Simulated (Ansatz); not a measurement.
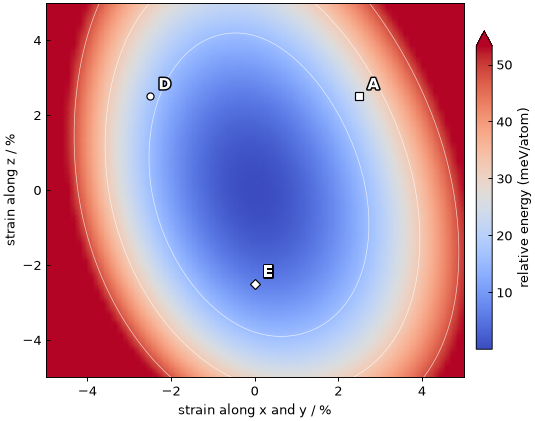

P (C2/m, No. 12; 8 atoms in the cell). The cell is strained homogeneously, by one strain along x and y and another along z, with fractional coordinates fixed. First axis: strain along x and y. Second axis: strain along z. The grid has 5 × 5 points. Energies: meV/atom, counted from the lowest grid point. Computed with DFT PBEsol, scalar-relativistic, plane waves, PAW in Ansatz 0.2.0. Settings: cutoff 420 eV, k-mesh 6×6×6, gaussian smearing 0.05 eV, no spin polarisation.

The picture shows a smooth colour map with a few white contour lines, one colour for all values above the top of the scale, lettered points. Between grid points the surface is interpolated.

**Is E the lowest point of the computed grid?**

No. E lies 7 meV/atom above the lowest grid point, which is at strain along x and y = 0.0 %, strain along z = 0.0 %.

**Rank the lettered points by energy, lowest first.**

E (7 meV/atom), D (18 meV/atom), A (24 meV/atom).
